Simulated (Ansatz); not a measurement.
**From Si to Sn**

System: Si (4 atoms in the cell).
Method of run A: DFT r2SCAN, scalar-relativistic, plane waves, PAW, no spin polarisation (Ansatz 0.2.0).
System of run B: Sn (4 atoms in the cell).

On run A: The structure was made by swapping elements on the sites of another compound; it need not be a known phase. On run B: The structure was made by swapping elements on the sites of another compound; it need not be a known phase. It belongs to a series of runs on one base structure; here: C -> Sn on all its sites, cell and atoms relaxed. Text and figures count atoms from 1; the logs count them from 0 in places.

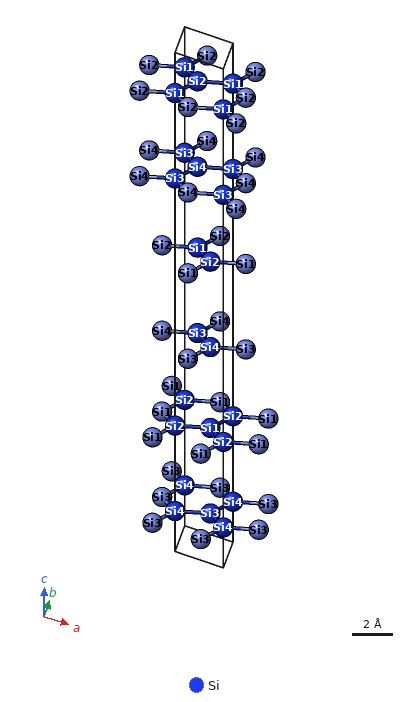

Figure 1. The input geometry (ball-and-stick view of the cell 3 times as large as that of the calculation, set on its symmetry axes, seen at an oblique angle; neighbours outside the cell are drawn fainter; atoms are numbered from 1 in the order of the input). An atom can appear more than once, as a periodic image. Near neighbours in the periodic cell (some may lie outside the picture): Si has 3 Si at 1.80 Å.

### The input, run A
```yaml
crystal:
  lattice:
    - [1.5578458706, 0.8994227328, 9.1923889793]
    - [-1.5578458706, 0.8994227328, 9.1923889793]
    - [0.0, -1.7988454655, 9.1923889793]
  atoms:
    - { symbol: Si, position: [0.9189791265, 0.9189791265, 0.9189791265] }
    - { symbol: Si, position: [0.2523091569, 0.2523091569, 0.2523091569] }
    - { symbol: Si, position: [0.7476908431, 0.7476908431, 0.7476908431] }
    - { symbol: Si, position: [0.0810208735, 0.0810208735, 0.0810208735] }
basis:
  ecutwfc: 500
kpoints:
  mp_grid: { grid: [6, 6, 6] }
hamiltonian:
  xc: r2scan
scf:
  occupations: { method: gaussian, width: 0.1 }
output:
  forces: true
  stress: true
  eigenvalues: true
```

Command:
```bash
ansatz run input.yaml --threads 1 --pin off --max-ram 2560MiB --backend cpu --events-out ev --progress --plain --runs-dir out
```

Hardware: 1 thread of AMD EPYC (Zen 3), 192 GiB of memory available, shared host.

### Output, shortened to warnings, some set-up lines, iterations and results (run A)
```
Basis set: ecut = 500 eV, 1977 PW (Γ), FFT grids on a1−a3, a2−a3, a3, exchange–correlation on 96×96×288 points (64 copies of the dense FFT grid, shifted against one another)
Symmetry: 12 space group operations
k-points: 32 of 216
Initial density: superposition of atomic densities (neutral atoms: chi_scale 0, normalization atom), corrected by the library's trained network
[...]
SCF iter   1: F=—  HF=-2537.830448 eV  |F-HF|=—  |Δ(HF+E_count)|=         —  Δρ=6.61e-3  dr2=1.75e-2  dr2_τ=1.77e-1  ethr=1.77e-3  ⟨swp⟩=8.3  Hψ=3276  notcnv=0
SCF iter   2: F=—  HF=-2537.897038 eV  |F-HF|=—  |Δ(HF+E_count)|=   6.66e-2  Δρ=1.35e-3  dr2=2.21e-3  dr2_τ=3.29e-5  ethr=1.09e-4  ⟨swp⟩=2.0  Hψ=1024  notcnv=0
SCF iter   3: F=—  HF=-2537.896979 eV  |F-HF|=—  |Δ(HF+E_count)|=   5.98e-5  Δρ=4.53e-4  dr2=3.68e-4  dr2_τ=4.13e-6  ethr=1.38e-5  ⟨swp⟩=2.1  Hψ=634  notcnv=0
SCF iter   4: F=—  HF=-2537.897068 eV  |F-HF|=—  |Δ(HF+E_count)|=   8.91e-5  Δρ=2.49e-4  dr2=1.53e-4  dr2_τ=1.20e-6  ethr=2.30e-6  ⟨swp⟩=2.0  Hψ=538  notcnv=0
SCF iter   5: F=—  HF=-2537.897056 eV  |F-HF|=—  |Δ(HF+E_count)|=   1.16e-5  Δρ=6.23e-5  dr2=5.98e-6  dr2_τ=4.65e-8  ethr=9.56e-7  ⟨swp⟩=2.6  Hψ=548  notcnv=0
SCF iter   6: F=—  HF=-2537.897057 eV  |F-HF|=—  |Δ(HF+E_count)|=   5.41e-7  Δρ=1.81e-5  dr2=3.93e-7  dr2_τ=5.27e-9  ethr=3.74e-8  ⟨swp⟩=2.3  Hψ=589  notcnv=0
SCF iter   7: F=-2537.897057 eV  HF=-2537.897057 eV  |F-HF|=1.22e-9  |Δ(HF+E_count)|=   1.37e-7  Δρ=2.87e-6  dr2=9.04e-9  dr2_τ=1.01e-10  ethr=6.25e-10  ⟨swp⟩=7.0  Hψ=2308  …
SCF 1 converged in 7 iterations: F = -2537.897057 eV  dr2 = 9.04e-9
SCF converged after 7 iterations
Free energy (F): -2537.897057 eV
Harris-Foulkes:  -2537.897057 eV  (|F-HF|=1.22e-9)
Internal energy: -2537.891793 eV  (E = F + TS)
E sigma→0 (E₀):  -2537.894425 eV
Entropy (-TS):   -0.005264 eV (-1.316 meV/atom)
Fermi energy:    5.905893 eV
--- Per-component energies (eV) ---
  E_band       = -5.833156
  E_kinetic    = 206.029841
  E_local      = -379.502861  (includes V_loc(G=0)·N_el)
  E_nonlocal   = 136.872115
  E_hartree    = 129.945052
  E_xc         = -224.449682
  E_vxc        = -223.990025  (∫ρ·V_xc dr)
  E_paw        = -2084.097302  (= ΣΔE_a)
  E_vpaw       = -14.491254  (= ΣTr[D̂ρ^β])
  E_aug_tail   = 0.000018  (compensation charges beyond the density's cutoff)
  E_vtau       = 9.357974  (kinetic-family band-sum trace: ∫τ·v_τ [+ j·A + Jᵃ·Aᵃ] dr)
  E_ewald      = -322.383242
  E_core_change = -0.305732  (= ΣΔE_core)
  E_smearing   = -0.005264  (= −TS)
  E_closure    = 0.000000  (closes the sum)
  Σ components = -2537.897057   (vs F -2537.897057, Δ=0.00e0)
--- Forces (eV/Å), atoms counted from 1 ---
  atom   1  Si     0.00000000     0.00000000     0.01023782
  atom   2  Si     0.00000000    -0.00000000    -0.00689433
  atom   3  Si     0.00000000     0.00000000     0.00689433
  atom   4  Si     0.00000000    -0.00000000    -0.01023782
  max |Σ_I F_I| component: 9.25e-18 eV/Å
--- Stress (GPa, compression-positive) ---
      174.128048      -0.000000       0.000000
        0.000000     174.128048      -0.000000
        0.000000      -0.000000      -1.356318
  P = ⅓ Tr σ = 115.6333 GPa (1156.333 kbar)
```

The input of run B differs as follows (lines with − go, lines with + come):
```diff
-    - [1.5578458706, 0.8994227328, 9.1923889793]
-    - [-1.5578458706, 0.8994227328, 9.1923889793]
-    - [0.0, -1.7988454655, 9.1923889793]
+    - [1.809541048, 1.0447390112, 10.6775679812]
+    - [-1.809541048, 1.0447390112, 10.6775679812]
+    - [0.0, -2.0894780224, 10.6775679812]
-    - { symbol: Si, position: [0.9189791265, 0.9189791265, 0.9189791265] }
-    - { symbol: Si, position: [0.2523091569, 0.2523091569, 0.2523091569] }
-    - { symbol: Si, position: [0.7476908431, 0.7476908431, 0.7476908431] }
-    - { symbol: Si, position: [0.0810208735, 0.0810208735, 0.0810208735] }
+    - { symbol: Sn, position: [0.9189791265, 0.9189791265, 0.9189791265] }
+    - { symbol: Sn, position: [0.2523091569, 0.2523091569, 0.2523091569] }
+    - { symbol: Sn, position: [0.7476908431, 0.7476908431, 0.7476908431] }
+    - { symbol: Sn, position: [0.0810208735, 0.0810208735, 0.0810208735] }
```

What does this change do to the results?

The total energies belong to different systems, so their difference says nothing on which is more stable or more accurate. The pressure goes from 115.63 to 98.05 GPa. The volume per atom goes from 19.32 to 30.28 Å³. The SCF takes 8 iterations against 7. The plane waves at Γ go from 1977 to 3105. On the same kind of shared host run B took about 3.3 times as long.

### Output, shortened to warnings, some set-up lines, iterations and results (run B)
```
Basis set: ecut = 500 eV, 3105 PW (Γ), FFT grids on a1−a3, a2−a3, a3, exchange–correlation on 108×108×320 points (64 copies of the dense FFT grid, shifted against one another)
Symmetry: 12 space group operations
k-points: 32 of 216
Initial density: superposition of atomic densities (neutral atoms: chi_scale 0, normalization atom), corrected by the library's trained network
[...]
SCF iter   1: F=—  HF=-24129.897841 eV  |F-HF|=—  |Δ(HF+E_count)|=         —  Δρ=3.43e-3  dr2=8.59e-3  dr2_τ=1.69e-1  ethr=1.77e-3  ⟨swp⟩=9.0  Hψ=6029  notcnv=0  defer=1
SCF iter   2: F=—  HF=-24130.057970 eV  |F-HF|=—  |Δ(HF+E_count)|=   1.60e-1  Δρ=2.21e-3  dr2=4.12e-3  dr2_τ=8.39e-5  ethr=1.53e-5  ⟨swp⟩=2.9  Hψ=2437  notcnv=0  defer=61
SCF iter   3: F=—  HF=-24130.063006 eV  |F-HF|=—  |Δ(HF+E_count)|=   5.04e-3  Δρ=5.44e-4  dr2=1.22e-3  dr2_τ=2.35e-5  ethr=7.35e-6  ⟨swp⟩=2.9  Hψ=2268  notcnv=0  defer=61
SCF iter   4: F=—  HF=-24130.062728 eV  |F-HF|=—  |Δ(HF+E_count)|=   2.77e-4  Δρ=2.34e-4  dr2=1.09e-4  dr2_τ=3.12e-6  ethr=2.18e-6  ⟨swp⟩=3.0  Hψ=1956  notcnv=0  defer=61
SCF iter   5: F=—  HF=-24130.062720 eV  |F-HF|=—  |Δ(HF+E_count)|=   7.91e-6  Δρ=1.15e-4  dr2=2.32e-5  dr2_τ=3.39e-7  ethr=1.94e-7  ⟨swp⟩=3.0  Hψ=2030  notcnv=0  defer=61
SCF iter   6: F=—  HF=-24130.062716 eV  |F-HF|=—  |Δ(HF+E_count)|=   4.05e-6  Δρ=4.27e-5  dr2=2.65e-6  dr2_τ=1.49e-7  ethr=4.13e-8  ⟨swp⟩=3.0  Hψ=2150  notcnv=0  defer=61
SCF iter   7: F=—  HF=-24130.062718 eV  |F-HF|=—  |Δ(HF+E_count)|=   1.82e-6  Δρ=1.54e-5  dr2=3.97e-7  dr2_τ=7.86e-9  ethr=4.73e-9  ⟨swp⟩=2.0  Hψ=1273  notcnv=0  defer=61
SCF iter   8: F=-24130.062718 eV  HF=-24130.062718 eV  |F-HF|=1.82e-9  |Δ(HF+E_count)|=   1.42e-7  Δρ=2.89e-6  dr2=1.35e-8  dr2_τ=2.20e-10  ethr=1.79e-10  ⟨swp⟩=12.1  Hψ=5508 …
SCF 1 converged in 8 iterations: F = -24130.062718 eV  dr2 = 1.35e-8
SCF converged after 8 iterations
Free energy (F): -24130.062718 eV
Harris-Foulkes:  -24130.062718 eV  (|F-HF|=1.82e-9)
Internal energy: -24130.062650 eV  (E = F + TS)
E sigma→0 (E₀):  -24130.062684 eV
Entropy (-TS):   -0.000068 eV (-0.017 meV/atom)
Fermi energy:    9.489929 eV
--- Per-component energies (eV) ---
  E_band       = -547.880129
  E_kinetic    = 808.188600
  E_local      = -7159.563811  (includes V_loc(G=0)·N_el)
  E_nonlocal   = -123.836472
  E_hartree    = 3905.481864
  E_xc         = -1523.082485
  E_vxc        = -452.564868  (∫ρ·V_xc dr)
  E_paw        = -16640.303746  (= ΣΔE_a)
  E_vpaw       = -1460.078839  (= ΣTr[D̂ρ^β])
  E_aug_tail   = -0.000001  (compensation charges beyond the density's cutoff)
  E_vtau       = 29.000495  (kinetic-family band-sum trace: ∫τ·v_τ [+ j·A + Jᵃ·Aᵃ] dr)
  E_ewald      = -3399.887878
  E_core_change = 2.941279  (= ΣΔE_core)
  E_smearing   = -0.000068  (= −TS)
  E_closure    = 0.000000  (closes the sum)
  Σ components = -24130.062718   (vs F -24130.062718, Δ=0.00e0)
--- Forces (eV/Å), atoms counted from 1 ---
  atom   1  Sn    -0.00000000     0.00000000     0.00978548
  atom   2  Sn     0.00000000     0.00000000     0.01277324
  atom   3  Sn    -0.00000000     0.00000000    -0.01277324
  atom   4  Sn     0.00000000     0.00000000    -0.00978548
  max |Σ_I F_I| component: 3.47e-18 eV/Å
--- Stress (GPa, compression-positive) ---
      147.347066       0.000000      -0.000000
        0.000000     147.347066       0.000000
       -0.000000       0.000000      -0.554477
  P = ⅓ Tr σ = 98.0466 GPa (980.466 kbar)
```

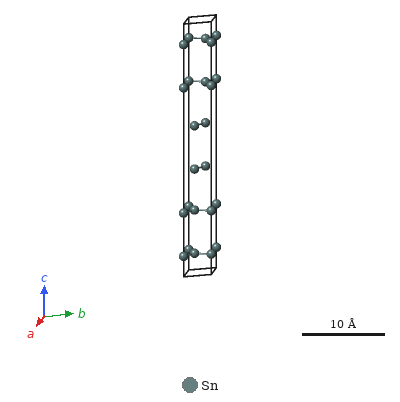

Figure 2. The input structure of run B (ball-and-stick view of the cell 3 times as large as that of the calculation, set on its symmetry axes, seen slightly off an axis). An atom can appear more than once, as a periodic image.

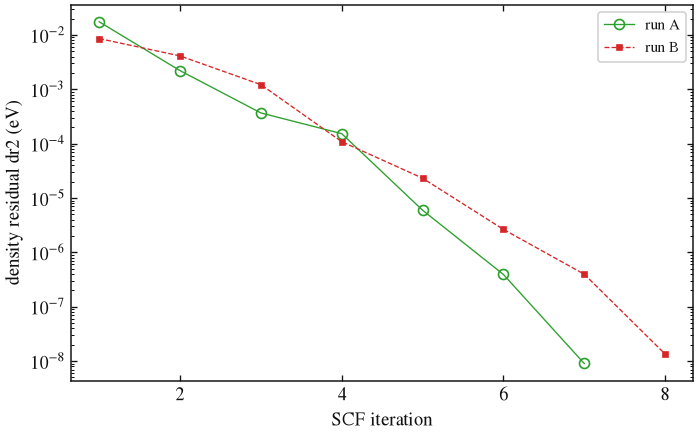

Figure 3. Convergence of the two runs: density residual dr2 against the SCF iteration. Run A takes 7 iterations in all, and run B takes 8.

### The two runs side by side

| quantity | run A | run B |
| --- | --- | --- |
| outcome | converged | converged |
| free energy per atom (eV) | −634.4743 | −6032.5157 |
| energy per atom, smearing taken to zero (eV) | −634.4736 | −6032.5157 |
| pressure (GPa) | 115.63 | 98.05 |
| volume per atom (Å³) | 19.32 | 30.28 |
| largest force (eV/Å) | 0.010 | 0.013 |
| SCF iterations | 7 | 8 |
| irreducible k-points | 32 | 32 |
| plane waves at Γ | 1977 | 3105 |
| wall time (shared host) | 5.9 s | 19 s |
